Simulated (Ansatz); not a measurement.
Start from this file.

```
CELL_PARAMETERS angstrom
3.21393 0.00000 0.00000
0.00000 3.21393 0.00000
0.00000 0.00000 3.52213
ATOMIC_POSITIONS crystal
Nb 0.00000 0.00000 0.00000
H 0.00000 0.00000 0.50000
Nb 0.50000 0.50000 0.50000
H 0.50000 0.50000 0.00000
```

Q: Summarise the structure in words.

A: Chemical formula NbH. The symmetry is that of I4/mmm (No. 139), on a body-centred tetragonal lattice. Counting shared atoms by their share gives 2 Nb, 2 H, or 4 atoms.

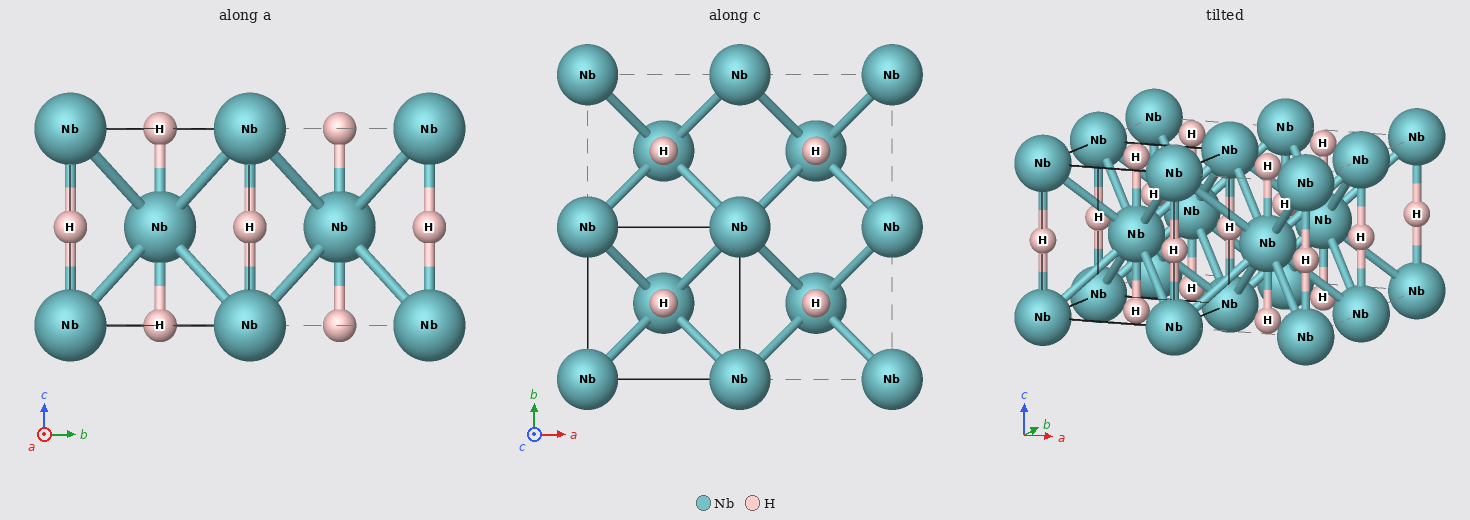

The figure gives a ball-and-stick picture of the atoms, viewed along the a axis, along the c axis and slightly off an axis. Shown are 2×2×1 repeats of the conventional unit cell, one of them outlined in solid lines.

It goes back to a structure listed in the Materials Project. The cell was then strained or its atoms displaced on purpose. It was run through Ansatz as a DFT input.

At this level of theory the cell isn't at rest (compressed, at 28 GPa), so its distances can differ from those at equilibrium, the more so the softer the solid.
